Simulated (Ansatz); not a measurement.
**Geometry relaxation, with input and output: ZrSe2 (part 2 of 2)**

ZrSe2 (P-3m1, 3 atoms in the cell); DFT PBE+D3(BJ), scalar-relativistic, plane waves, PAW, no spin polarisation (Ansatz 0.2.0); cutoff 420 eV, 12×12×6 k-mesh, Gaussian smearing of 0.02 eV. The structure derives from an entry of the Crystallography Open Database.

Geometry of the input (Å; fractional positions):
```
3.7980  0.0000  0.0000
-1.8990  3.2892  0.0000
0.0000  0.0000  6.1920
Zr 0.0000  0.0000  0.0000
Se 0.3333  0.6667  0.2500
Se 0.6667  0.3333  0.7500
```

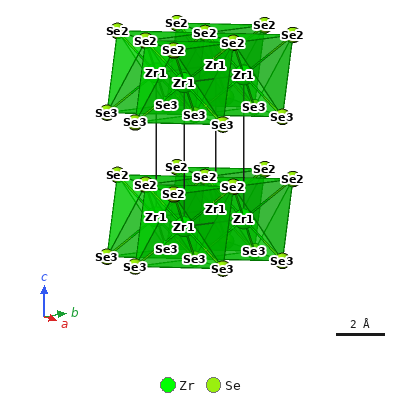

Figure 1. The geometry at step 3 of the log (polyhedral view of the cell of the calculation, seen slightly off an axis; polyhedra are completed across the faces of the cell; atoms are numbered from 1 in the order of the input).

**The program's output, continued**
```
SCF iter   1: F=—  HF=-15127.218423 eV  |F-HF|=—  |Δ(HF+E_count)|=         —  Δρ=4.51e-5  dr2=1.77e-7  ethr=6.09e-8  ⟨swp⟩=3.1  Hψ=18489  notcnv=0
preconditioner: auto → Resta (q_TF=auto, 2.508 Å⁻¹)  ε∞=5.7  [insulator: Δε(μ)=0.024 eV  Ē_g=7.991 eV  σ=0.020 eV  W_gap=0.56  n_scr=22 (ndim 8)  ℏωp=17.4 eV  f_vac=0.031  D(μ)=0.15/eV (n_scr^D=0)  ε∞_Penn≈5.7]
SCF iter   2: F=—  HF=-15127.218420 eV  |F-HF|=—  |Δ(HF+E_count)|=   2.73e-6  Δρ=2.44e-5  dr2=7.22e-8  ethr=4.03e-10  ⟨swp⟩=2.0  Hψ=4804  notcnv=0
SCF iter   3: F=—  HF=-15127.218420 eV  |F-HF|=—  |Δ(HF+E_count)|=   1.38e-7  Δρ=8.09e-6  dr2=1.24e-8  ethr=1.64e-10  ⟨swp⟩=2.0  Hψ=4900  notcnv=0
SCF iter   4: F=—  HF=-15127.218420 eV  |F-HF|=—  |Δ(HF+E_count)|=   1.30e-8  Δρ=1.69e-6  dr2=7.12e-10  ethr=2.82e-11  ⟨swp⟩=2.7  Hψ=4447  notcnv=0
SCF iter   5: F=—  HF=-15127.218420 eV  |F-HF|=—  |Δ(HF+E_count)|=  4.20e-10  Δρ=3.15e-7  dr2=3.40e-11  ethr=1.62e-12  ⟨swp⟩=2.0  Hψ=3471  notcnv=0
SCF iter   6: F=-15127.218420 eV  HF=-15127.218420 eV  |F-HF|=0.00e0  |Δ(HF+E_count)|=  3.64e-12  Δρ=3.57e-8  dr2=1.35e-12  ethr=1.00e-12  ⟨swp⟩=5.0  Hψ=11749  notcnv=0
SCF 6 converged in 6 iterations: F = -15127.218420 eV  dr2 = 1.35e-12
relax step   6: F+E_penalty+E_count = -15127.21842010 eV  Δ(F+E_penalty+E_count) = +4.052e-4 eV  max|allowed force component| = 5.444e-4 eV/Å  Δτ_max = 0.0000 Å  P = -0.003 GPa  Ω = 72.972 Å³  stress off target by 7.76e-3 GPa  SCF on the basis re-selected at this cell (its energy is not comparable with the rows above)  (6 SCF iters)
```

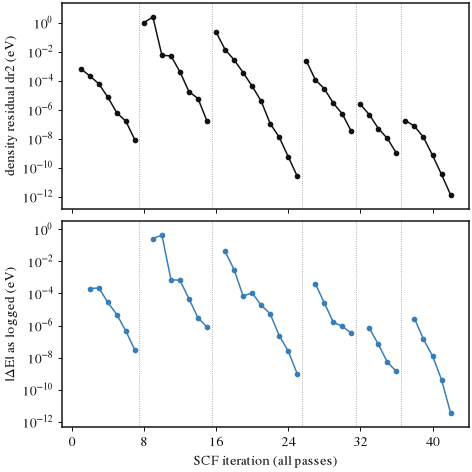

Figure 2. Convergence of the self-consistent field: density residual dr2 and size of the energy change against the SCF iteration. The dotted lines part the SCF passes of the relaxation: geometry steps, rejected trials and re-solves on a re-selected basis. The 6 passes take 5 to 10 iterations each, 42 in all.

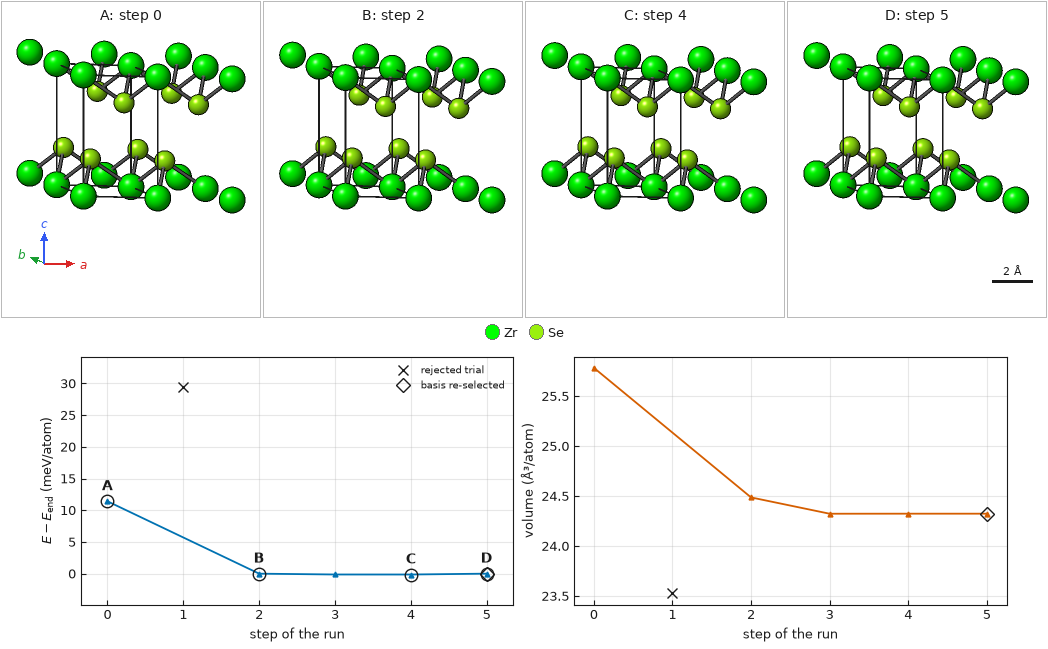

Figure 3. Frames of the relaxation (ball-and-stick view of the cell of the calculation, repeated 2 × 2 × 1, seen slightly off an axis) above the curves, on which the letters mark them (the first geometry is step 0 here and step 1 in the log).

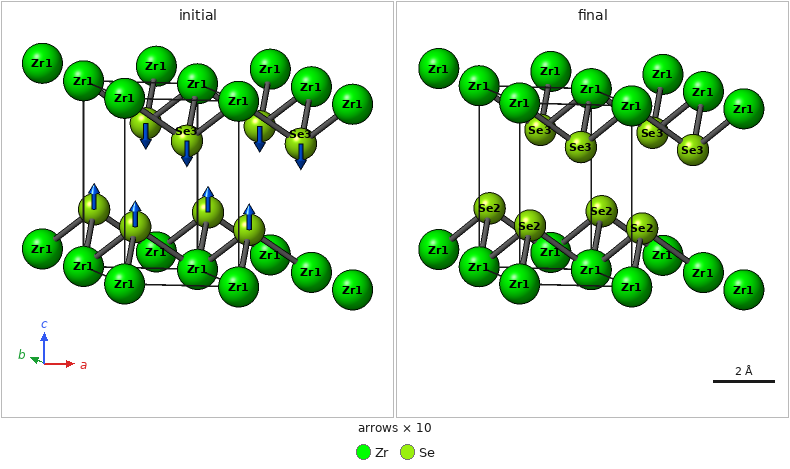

Figure 4. Before (left) and after (right) the relaxation, at one scale (ball-and-stick view of the cell of the calculation, repeated 2 × 2 × 1, seen slightly off an axis). The blue arrows give the displacements (without the part carried along by the change of the cell), magnified 10 times. The largest moves relative to the cell, 0.089 Å, are those of Se2 and Se3. Zr stays in place. Cell: a = b 3.798 → 3.736 Å (−1.6 %), c 6.192 → 6.036 Å (−2.5 %). Volume −5.7 %. The space group stays P-3m1 (No. 164). The energy falls by 11.5 meV per atom in 4 geometry steps. The largest force component goes from 0.3 to 0.00054 eV/Å. The pressure goes from −0.56 to 0.00 GPa. The line search rejected the trial step at point 1 (counted from 0) and went back. A last SCF at the same geometry on a re-selected plane-wave basis shifts the energy by +0.1 meV per atom. (Atoms are counted from 1 in the order of the input.)

```
basis re-selected at this cell: Δ(F+E_penalty+E_count) = +4.052e-4 eV, ΔP = -0.002 GPa vs the last step (what re-selecting the basis moved, of the pressure what is left beyond the Pulay correction that the steps carried, after the strain that the cell walked since its last selection, with what the two solves' SCF thresholds leave and, on support functions, any second-order correction that the steps lacked; it is no measure of the basis error at this ecutwfc). The dense FFT grid was sized anew with the basis: this SCF ran on 25×25×45 points, the steps before it on 27×27×45, so part of this shift can come from that change (see relax.cell in the input reference). This SCF's stress stands 7.76e-3 GPa from its target on what of the cell is left free (relax.cell.stress_tol is 5.00e-2 GPa) and its largest allowed force component is 5.44e-4 eV/Å (relax.f_tol is 5.00e-3 eV/Å): within both
SCF converged after 6 iterations
Free energy (F): -15127.218420 eV
Harris-Foulkes:  -15127.218420 eV  (|F-HF|=0.00e0)
Internal energy: -15127.218390 eV  (E = F + TS)
E sigma→0 (E₀):  -15127.218405 eV
Entropy (-TS):   -0.000030 eV (-0.010 meV/atom)
Fermi energy:    9.753282 eV
--- Per-component energies (eV) ---
  E_band       = -861.258992
  E_kinetic    = 571.271276
  E_local      = -5593.825975  (includes V_loc(G=0)·N_el)
  E_nonlocal   = -1113.928230
  E_hartree    = 2652.471630
  E_xc         = -371.663089
  E_vxc        = -389.317620  (∫ρ·V_xc dr)
  E_paw        = -6775.333750  (= ΣΔE_a)
  E_vpaw       = 359.599464  (= ΣTr[D̂ρ^β])
  E_aug_tail   = -0.001160  (compensation charges beyond the density's cutoff)
  E_ewald      = -4494.991887
  E_disp       = -1.217204  (pairwise vdW)
  E_smearing   = -0.000030  (= −TS)
  E_closure    = 0.000000  (closes the sum)
  Σ components = -15127.218420   (vs F -15127.218420, Δ=0.00e0)
--- Forces (eV/Å), atoms counted from 1 ---
  atom   1  Zr     0.00000000    -0.00000000     0.00000000
  atom   2  Se    -0.00000000     0.00000000    -0.00054436
  atom   3  Se     0.00000000    -0.00000000     0.00054436
  max |Σ_I F_I| component: 4.63e-18 eV/Å
--- Stress (GPa, compression-positive) ---
       -0.001301      -0.000000       0.000000
        0.000000      -0.001301      -0.000000
        0.000000      -0.000000      -0.007757
  P = ⅓ Tr σ = -0.0035 GPa (-0.035 kbar)
--- Band table (eV; the first three rows and the last of 100) ---
  k-point 0: bands = ["-39.8151", "-37.3850", "-37.3850", "-37.3843", "-37.3843", "-37.3813", "-37.3810", "-37.3740", "-37.3740", "-37.3740", "-37.3740", "-17.8739", "-17.7533", "-17.7533", "-3.8129", "-2.4116", "4.6029", "6.9936", "6.9936", "9.6436", "9.6436", "9.7470", "10.6976", "10.6976", "10.9805", "13.7136", "13.7136"]
  k-point 1: bands = ["-39.8151", "-37.3850", "-37.3850", "-37.3843", "-37.3843", "-37.3812", "-37.3810", "-37.3741", "-37.3741", "-37.3739", "-37.3739", "-17.8741", "-17.7533", "-17.7533", "-3.7430", "-2.5238", "4.8415", "7.0126", "7.0126", "9.0739", "9.5736", "9.5736", "10.6878", "10.6878", "11.2437", "13.8490", "13.8490"]
  k-point 2: bands = ["-39.8151", "-37.3850", "-37.3850", "-37.3843", "-37.3843", "-37.3812", "-37.3811", "-37.3741", "-37.3741", "-37.3739", "-37.3739", "-17.8744", "-17.7533", "-17.7533", "-3.5513", "-2.7964", "5.4743", "7.0525", "7.0525", "7.9440", "9.4389", "9.4389", "10.6674", "10.6674", "11.4395", "14.1311", "14.1311"]
  k-point 99: bands = ["-39.8012", "-37.3851", "-37.3848", "-37.3848", "-37.3813", "-37.3806", "-37.3806", "-37.3736", "-37.3735", "-37.3735", "-37.3732", "-17.8989", "-17.8989", "-17.8154", "-2.4855", "-2.4855", "5.7221", "5.7221", "6.2589", "6.9477", "7.5277", "7.5277", "11.5375", "11.6976", "11.6976", "14.6828", "14.6828"]
--- Relaxed structure (5 steps of the walk, 4 accepted, 1 SCFs on fresh bases) ---
  F+E_penalty+E_count = -15127.21842010 eV   max|allowed force component| = 5.444e-4 eV/Å   (the final SCF, on the basis selected at the relaxed cell)
  cell:  # Å, volume = 72.9717 Å³
    - [3.7361353414394785, -1.1444944392800791e-33, -3.2045844299842215e-33]
    - [-1.8680676707197392, 3.235588117663436, -5.041376254171479e-18]
    - [-1.4927245008938357e-33, -9.490617426280327e-18, 6.036408270671677]
  atoms:
    - { symbol: Zr, position: [2.40918338414281e-34, 1.1771748352354796e-34, -1.8546030753437107e-68] }
    - { symbol: Se, position: [0.3333333333333333, 0.6666666666666666, 0.26474714386883064] }
    - { symbol: Se, position: [0.6666666666666665, 0.3333333333333333, 0.7352528561311693] }
```

**Trajectory as extended XYZ (Å, eV, eV/Å), 6 frames, from step=1 to step=6**
```
3
Lattice="3.7980 0.0000 0.0000 -1.8990 3.2892 0.0000 0.0000 0.0000 6.1920" Properties=species:S:1:pos:R:3:forces:R:3 step=1 energy=-15127.18418 pressure_GPa=-0.56
Zr    0.0000    0.0000    0.0000    0.0000   0.0000   0.0000
Se    0.0000    2.1928    1.5480    0.0000   0.0000   0.3010
Se    1.8990    1.0964    4.6440    0.0000   0.0000  -0.3010
3
Lattice="3.6639 0.0000 0.0000 -1.8320 3.1731 0.0000 0.0000 0.0000 6.0710" Properties=species:S:1:pos:R:3:forces:R:3 step=2 energy=-15127.12990 pressure_GPa=-1.94 accepted=F
Zr    0.0000    0.0000    0.0000    0.0000   0.0000   0.0000
Se    0.0000    2.1154    1.7079    0.0000   0.0000  -0.8548
Se    1.8320    1.0577    4.3631    0.0000   0.0000   0.8548
3
Lattice="3.7416 0.0000 0.0000 -1.8708 3.2404 0.0000 0.0000 0.0000 6.0589" Properties=species:S:1:pos:R:3:forces:R:3 step=3 energy=-15127.21843 pressure_GPa=-0.29
Zr    0.0000    0.0000    0.0000    0.0000   0.0000   0.0000
Se    0.0000    2.1602    1.5983    0.0000   0.0000  -0.0171
Se    1.8708    1.0801    4.4607    0.0000   0.0000   0.0171
3
Lattice="3.7361 0.0000 0.0000 -1.8681 3.2356 0.0000 0.0000 0.0000 6.0363" Properties=species:S:1:pos:R:3:forces:R:3 step=4 energy=-15127.21882 pressure_GPa=-0.04
Zr    0.0000    0.0000    0.0000    0.0000   0.0000   0.0000
Se    0.0000    2.1571    1.5990    0.0000   0.0000  -0.0104
Se    1.8681    1.0785    4.4373    0.0000   0.0000   0.0104
3
Lattice="3.7361 0.0000 0.0000 -1.8681 3.2356 0.0000 0.0000 0.0000 6.0364" Properties=species:S:1:pos:R:3:forces:R:3 step=5 energy=-15127.21882 pressure_GPa=-0.00
Zr    0.0000    0.0000    0.0000    0.0000   0.0000   0.0000
Se    0.0000    2.1571    1.5981    0.0000   0.0000  -0.0008
Se    1.8681    1.0785    4.4383    0.0000   0.0000   0.0008
3
Lattice="3.7361 0.0000 0.0000 -1.8681 3.2356 0.0000 0.0000 0.0000 6.0364" Properties=species:S:1:pos:R:3:forces:R:3 step=6 energy=-15127.21842 pressure_GPa=-0.00
Zr    0.0000    0.0000    0.0000    0.0000   0.0000   0.0000
Se    0.0000    2.1571    1.5981    0.0000   0.0000  -0.0005
Se    1.8681    1.0785    4.4383    0.0000   0.0000   0.0005
```
